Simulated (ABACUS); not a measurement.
Run report: HfN, single-point calculation at one volume of an equation of state (part 2 of 2)

Continued. System: HfN (Fm-3m, 2 atoms in the cell). Method: Kohn-Sham DFT of a periodic cell, PBE, PseudoDojo NC SR 0.4.1 PBE standard, no spin polarisation (ABACUS 3.10.1); cutoff 1360.57 eV, 10×10×10 k-mesh, fermi-dirac of 0.05 eV. The structure derives from an entry of the Crystallography Open Database. It belongs to a series of runs on one base structure; here: volume scaled by 1.02. The settings are looser than a standard set-up, so the numbers are not reference values.

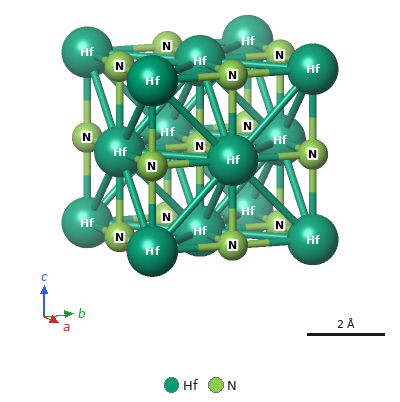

*The structure (ball-and-stick view of the cell 4 times as large as that of the calculation, set on its symmetry axes, seen slightly off an axis).*

Log, continued
```
 LCAO ALGORITHM --------------- ION=   1  ELEC=   4--------------------------------

 Density error is 0.00458015022495
----------------------------------------------------------
     Energy           Rydberg                 eV
----------------------------------------------------------
 E_KohnSham     -133.7202764004      -1819.3576971803
 E_Harris       -133.7419078649      -1819.6520083531
 E_Fermi        1.4121635017         19.2134701313
----------------------------------------------------------

 LCAO ALGORITHM --------------- ION=   1  ELEC=   5--------------------------------

 Density error is 9.08020720725e-05
----------------------------------------------------------
     Energy           Rydberg                 eV
----------------------------------------------------------
 E_KohnSham     -133.7204392126      -1819.3599123541
 E_Harris       -133.7187374218      -1819.3367583024
 E_Fermi        1.4104537182         19.1902073322
----------------------------------------------------------

 LCAO ALGORITHM --------------- ION=   1  ELEC=   6--------------------------------

 Density error is 8.42656524051e-05
----------------------------------------------------------
     Energy           Rydberg                 eV
----------------------------------------------------------
 E_KohnSham     -133.7204391493      -1819.3599114931
 E_Harris       -133.7199958950      -1819.3538807087
 E_Fermi        1.4105194375         19.1911014898
----------------------------------------------------------

 LCAO ALGORITHM --------------- ION=   1  ELEC=   7--------------------------------

 Density error is 3.67258793508e-06
----------------------------------------------------------
     Energy           Rydberg                 eV
----------------------------------------------------------
 E_KohnSham     -133.7204391861      -1819.3599119937
 E_Harris       -133.7204186037      -1819.3596319556
 E_Fermi        1.4105274038         19.1912098770
----------------------------------------------------------

 LCAO ALGORITHM --------------- ION=   1  ELEC=   8--------------------------------

 Density error is 5.27966236095e-08
----------------------------------------------------------
     Energy           Rydberg                 eV
----------------------------------------------------------
 E_KohnSham     -133.7204391862      -1819.3599119945
 E_KS(sigma->0) -133.7203090988      -1819.3581420648
 E_Harris       -133.7204387711      -1819.3599063469
 E_band         -4.4142412503        -60.0588333513
 E_one_elec     -7.5329136159        -102.4905477185
 E_Hartree      14.2932890163        194.4701737819
 E_xc           -34.9674615992       -475.7567223452
 E_Ewald        -105.5130928125      -1435.5792758533
 E_entropy(-TS) -0.0002601748        -0.0035398594
 E_descf        0.0000000000         0.0000000000
 E_exx          0.0000000000         0.0000000000
 E_Fermi        1.4105286005         19.1912261581
----------------------------------------------------------

 charge density convergence is achieved
 final etot is -1819.359912 eV
 EFERMI = 19.191226158 eV

 STATE ENERGY(eV) AND OCCUPATIONS    NSPIN == 1
 1/47 kpoint (Cartesian) = 0.0000 0.0000 0.0000 (669 pws)
       1       -43.8315     0.00200000
       2       -12.3024     0.00200000
       3       -12.3024     0.00200000
       4       -12.3024     0.00200000
       5        1.44049     0.00200000
       6        16.4700     0.00200000
       7        16.4700     0.00200000
       8        16.4700     0.00200000
       9        18.4226     0.00200000
      10        18.4226     0.00200000
      11        18.4226     0.00200000
      12        20.8352    1.05039e-17
      13        20.8352    1.05039e-17

 2/47 kpoint (Cartesian) = 0.022017 0.022017 0.022017 (672 pws)
       1       -43.8259      0.0160000
       2       -12.3998      0.0160000
       3       -12.3100      0.0160000
       4       -12.3100      0.0160000
       5        1.67003      0.0160000
       6        15.3292      0.0160000
       7        15.7068      0.0160000
       8        15.7068      0.0160000
       9        18.8044      0.0159930
      10        18.8044      0.0159930
      11        18.8703      0.0159739
      12        21.7915    4.15350e-25
      13        21.7915    4.15350e-25

 3/47 kpoint (Cartesian) = 0.044035 0.044035 0.044035 (669 pws)
       1       -43.8113      0.0160000
       2       -12.6452      0.0160000
       3       -12.3295      0.0160000
       4       -12.3295      0.0160000
       5        2.29465      0.0160000
       6        13.4561      0.0160000
       7        14.4896      0.0160000
       8        14.4896      0.0160000
       9        19.4833    4.63814e-05
      10        19.6729    1.04787e-06
      11        19.6729    1.04787e-06
      12        23.3254    1.97154e-38
      13        23.7263    6.50438e-42

 4/47 kpoint (Cartesian) = 0.066052 0.066052 0.066052 (668 pws)
       1       -43.7932      0.0160000
       2       -12.9306      0.0160000
       3       -12.3530      0.0160000
       4       -12.3530      0.0160000
       5        3.15567      0.0160000
       6        11.7162      0.0160000
       7        13.5045      0.0160000
       8        13.5045      0.0160000
       9        20.3841    6.96578e-13
      10        20.8493    6.34520e-17
      11        20.8493    6.34520e-17
      12        25.0294    3.12150e-53
      13        25.7098    3.84034e-59

 5/47 kpoint (Cartesian) = 0.088069 0.088069 0.088069 (671 pws)
       1       -43.7786      0.0160000
       2       -13.1457      0.0160000
       3       -12.3713      0.0160000
       4       -12.3713      0.0160000
       5        4.03919      0.0160000
       6        10.4064      0.0160000
       7        12.8927      0.0160000
       8        12.8927      0.0160000
       9        21.5826    2.70997e-23
      10        21.9495    1.76313e-26
      11        21.9495    1.76313e-26
      12        27.2300    2.39801e-72
      13        27.2300    2.39801e-72

 6/47 kpoint (Cartesian) = 0.11009 0.11009 0.11009 (668 pws)
       1       -43.7730     0.00800000
       2       -13.2204     0.00800000
       3       -12.3781     0.00800000
       4       -12.3781     0.00800000
       5        4.51583     0.00800000
       6        9.86949     0.00800000
       7        12.6868     0.00800000
       8        12.6868     0.00800000
       9        22.2256    3.52129e-29
      10        22.4120    8.46401e-31
      11        22.4120    8.46401e-31
      12        27.8210    8.82923e-78
      13        27.8210    8.82923e-78

[... levels at 41 further k points ...]

 correction force for each atom along direction 1 is -1.76821e-15
 correction force for each atom along direction 2 is 6.51086e-15
 correction force for each atom along direction 3 is 8.04829e-15
------------------------------------------------------------------------------------------
 TOTAL-FORCE (eV/Angstrom)
------------------------------------------------------------------------------------------
                       Hf1         0.0000000000         0.0000000000         0.0000000000
                        N1         0.0000000000         0.0000000000         0.0000000000
------------------------------------------------------------------------------------------

----------------------------------------------------------------
 TOTAL-STRESS (KBAR)
----------------------------------------------------------------
        17.2857734913         0.0000000000         0.0000000000
         0.0000000000        17.2857734913         0.0000000000
         0.0000000000         0.0000000000        17.2857734913
----------------------------------------------------------------
 TOTAL-PRESSURE: 17.285773 KBAR

 --------------------------------------------
 !FINAL_ETOT_IS -1819.3599119945256462 eV
 --------------------------------------------
```

Standard output
```
ABACUS v3.10.1

               Atomic-orbital Based Ab-initio Computation at UStc

%%%%%%%%%%%%%%%%%%%%%%%%%%%%%%%%%%%%%%%%%%%%%%%%%%%%%%%%%%%%%%%%%%%%%%%%%%%%%%%%%%%%%%%%%%%%%%%%%%%%%%%%%
 Warning: the number of valence electrons in pseudopotential > 4 for Hf: [Xe] 4f14 5d2 6s2
 Pseudopotentials with additional electrons can yield (more) accurate outcomes, but may be less efficient.
 If you're confident that your chosen pseudopotential is appropriate, you can safely ignore this warning.
%%%%%%%%%%%%%%%%%%%%%%%%%%%%%%%%%%%%%%%%%%%%%%%%%%%%%%%%%%%%%%%%%%%%%%%%%%%%%%%%%%%%%%%%%%%%%%%%%%%%%%%%%

 UNIFORM GRID DIM        : 40 * 40 * 40
 UNIFORM GRID DIM(BIG)   : 8 * 8 * 8
 ---------------------------------------------------------
 Self-consistent calculations for electrons
 ---------------------------------------------------------
 SPIN    KPOINTS         PROCESSORS  THREADS     NBASE
 1       47              4           4           14
 ---------------------------------------------------------
 Use Systematically Improvable Atomic bases
 ---------------------------------------------------------
 ELEMENT ORBITALS        NBASE       NATOM       XC
 Hf      2s1p1d-8au      10          1
 N       1s1p-6au        4           1
 ---------------------------------------------------------
 Initial plane wave basis and FFT box
 ---------------------------------------------------------
 -------------------------------------------
 SELF-CONSISTENT :
 -------------------------------------------
 START CHARGE      : atomic
 ITER       ETOT/eV          EDIFF/eV         DRHO     TIME/s
 GE1     -1.81585411e+03   0.00000000e+00   1.3459e-01   0.20
 GE2     -1.81760226e+03  -1.74814787e+00   1.2109e-01   0.19
 GE3     -1.81933914e+03  -1.73687779e+00   1.5517e-02   0.20
 GE4     -1.81935770e+03  -1.85574615e-02   4.5802e-03   0.21
 GE5     -1.81935991e+03  -2.21517383e-03   9.0802e-05   0.23
 GE6     -1.81935991e+03   8.60982465e-07   8.4266e-05   0.21
 GE7     -1.81935991e+03  -5.00559411e-07   3.6726e-06   0.19
 GE8     -1.81935991e+03  -8.39132913e-10   5.2797e-08   0.20
----------------------------------------------------------------
 TOTAL-STRESS (KBAR)
----------------------------------------------------------------
        17.2857734913         0.0000000000         0.0000000000
         0.0000000000        17.2857734913         0.0000000000
         0.0000000000         0.0000000000        17.2857734913
----------------------------------------------------------------
 TOTAL-PRESSURE: 17.285773 KBAR
```

File mulliken.txt
```
 0
CALCULATE THE MULLIkEN ANALYSIS FOR EACH ATOM
 Total charge:	17
Decomposed Mulliken populations
0                             Zeta of Hf              Spin 1
s                                      0              2.0022
s                                      1              0.4577
SUM OVER M+Zeta                                       2.4599

pz                                     0              1.9998
px                                     0              1.9994
py                                     0              1.9990
SUM OVER M                                            5.9983
SUM OVER M+Zeta                                       5.9983

dz^2                                   0              0.5630
dxz                                    0              0.2584
dyz                                    0              0.5073
dx^2-y^2                               0              0.4306
dxy                                    0              0.9929
SUM OVER M                                            2.7523
SUM OVER M+Zeta                                       2.7523

SUM OVER M+Zeta+L                                    11.2104

Total Charge on atom:                 Hf             11.2104


1                              Zeta of N              Spin 1
s                                      0              1.6688
SUM OVER M+Zeta                                       1.6688

pz                                     0              1.3202
px                                     0              1.4307
py                                     0              1.3699
SUM OVER M                                            4.1208
SUM OVER M+Zeta                                       4.1208

SUM OVER M+Zeta+L                                     5.7896

Total Charge on atom:                  N              5.7896
```

This output came from the following input.

Input file
```
INPUT_PARAMETERS
suffix              HfN
calculation         scf
basis_type          lcao
pseudo_dir          ./
orbital_dir         ./
symmetry            1
dft_functional      pbe
ecutwfc             100
pseudo_rcut         10
nspin               1
nbands              13
ks_solver           genelpa
smearing_method     fd
smearing_sigma      0.00367493
scf_thr             1e-07
scf_nmax            100
mixing_type         broyden
mixing_beta         0.7
cal_force           1
cal_stress          1
out_mul             1
```

File STRU
```
ATOMIC_SPECIES
Hf 178.4900 Hf.upf
N 14.0070 N.upf

NUMERICAL_ORBITAL
Hf_confined-atom_8au_2s1p1d.orb
N_confined-atom_6au_1s1p.orb

LATTICE_CONSTANT
1.8897261246

LATTICE_VECTORS
0.0000000000 2.2709408328 2.2709408328
2.2709408328 0.0000000000 2.2709408328
2.2709408328 2.2709408328 0.0000000000

ATOMIC_POSITIONS
Direct

Hf
0.0
1
0.0000000000 0.0000000000 0.0000000000 1 1 1

N
0.0
1
0.5000000000 0.5000000000 0.5000000000 1 1 1
```

File KPT
```
K_POINTS
0
Gamma
10 10 10 0 0 0
```

Launch command:
```bash
OMP_NUM_THREADS=1 mpirun -np 4 abacus > log
```

Key numbers

```json
{"quantity": "outcome", "value": "converged"}
{"quantity": "space group (tolerance 0.01 Å)", "value": "Fm-3m (225)"}
{"quantity": "electrons treated", "value": "17"}
{"quantity": "free energy", "value": "−1819.3599 eV"}
{"quantity": "Fermi energy", "value": "19.191 eV"}
{"quantity": "gap on the k-point mesh", "value": "none (metallic)"}
{"quantity": "pressure", "value": "1.73 GPa"}
{"quantity": "largest force (length of the vector)", "value": "under 0.001 eV/Å"}
{"quantity": "hardware", "value": "4 threads of Intel Xeon @ 2.60GHz (Ice Lake), 24 GiB of memory available, shared host"}
{"quantity": "wall time", "value": "2.4 s (CPU time 9.5 s)"}
{"quantity": "peak memory", "value": "0.4 GiB"}
```

Settings chosen away from the usual ones: volume scaled by 1.02. The settings depart from the standard set-up of this series, which can bear on the numbers. Points of doubt noted for this run: home made orbitals. Spin–orbit coupling is left out, which matters for Hf. The cell holds an odd number of electrons but the run has no spin polarisation, so it comes out as a metal.
